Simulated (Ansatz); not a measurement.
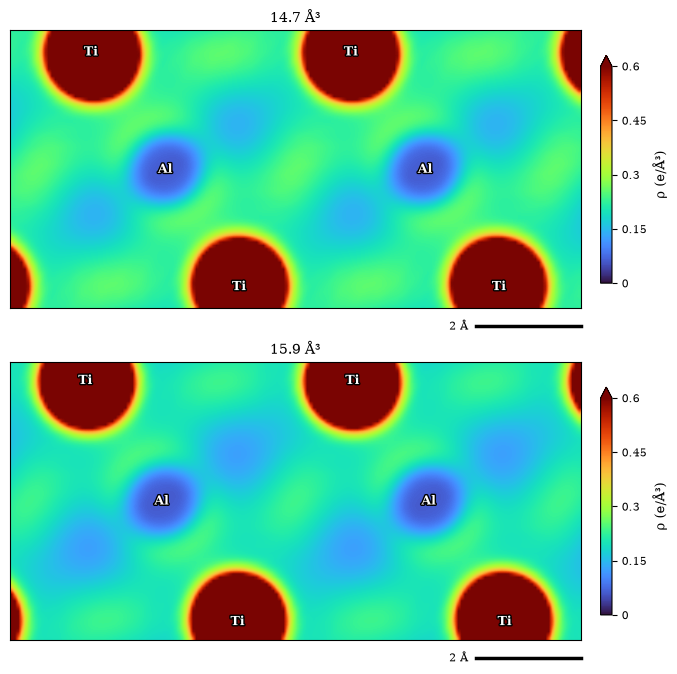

TiAl₃. The valence electron density of cells scaled evenly to different volumes (given per atom above each panel), on the (001) plane of each (indices in the axes of the cell below), at one length scale and on one colour scale.

A structure from a database of computed crystals, not necessarily the ambient phase.

Method: Kohn-Sham DFT of a periodic cell, r2SCAN, Ansatz PAW (Ansatz).

The density is the valence pseudo-density of a PAW calculation; it isn't the true density close to the nuclei.

The largest cell:

```xyz
4
Lattice="-1.9238 1.9238 4.3090 1.9238 -1.9238 4.3090 1.9238 1.9238 -4.3090" Properties=species:S:1:pos:R:3 pbc="T T T"
Ti    0.0000    0.0000    0.0000
Al    1.9238    0.0000    2.1545
Al    0.0000    1.9238    2.1545
Al    0.0000    0.0000    4.3090
```

| volume (Å³/atom) | Ti–Al contact in the plane (Å) | ρ at its midpoint (e/Å³) | pressure (GPa) | 
| --- | --- | --- | --- |
| 14.70 | 2.648 | 0.249 | 8.2 | 
| 15.63 | 2.703 | ? | ? | 
| 15.95 | 2.721 | 0.228 | −2.1 | 

> What values belong in the row with question marks?

Over the known rows ln ρ falls by 1.21 per Å of Ti–Al distance (the line through the two), which gives 0.233 e/Å³ at 2.703 Å; the calculation gives 0.233 e/Å³. For the pressure, a straight line in volume between the neighbouring rows gives 0.5 GPa; the calculation gives 0.1, lower because pressure rises ever faster on compression.
